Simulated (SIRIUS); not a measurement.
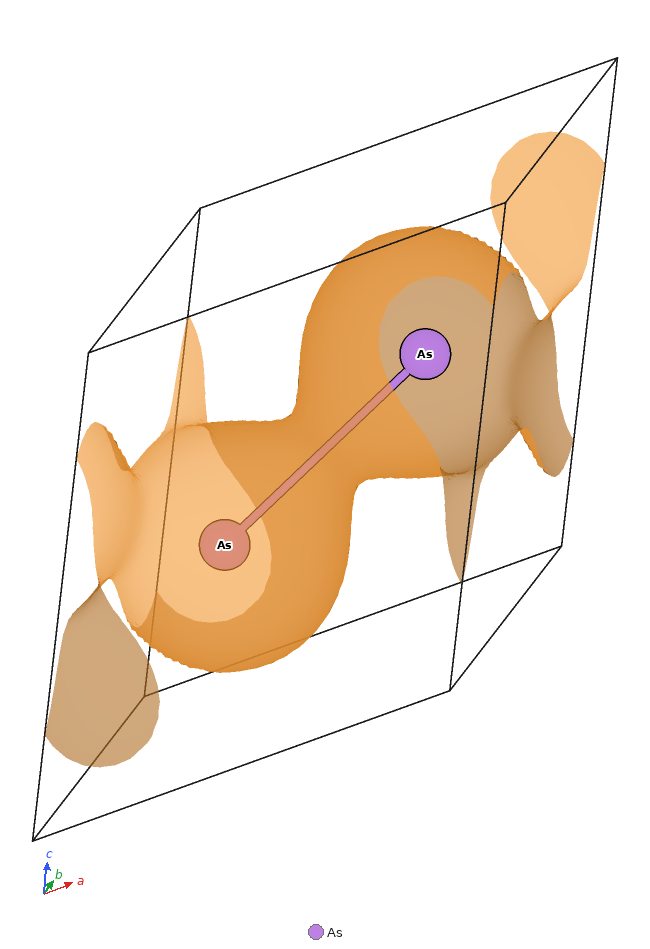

Figure. As. Isosurface of the total electron density at 0.4 e/Å³ (orange), seen slightly off an axis. Sticks mark near contacts.

Space group P-1; not relaxed (largest force 0.7 eV/Å).

Level of theory: Kohn-Sham DFT of a periodic cell, PBEsol, all-electron FP-LAPW in SIRIUS.

### Which contacts does the surface bridge?

At this value the density is joined into sheets. It bridges the sampled As–As (2.46 Å) and As–As (2.50 Å) contacts, where the density stays above the isovalue. On the grid the lowest density along these lines, outside the cores, is 0.55 e/Å³ (As–As, 2.46 Å) and 0.51 e/Å³ (As–As, 2.50 Å).
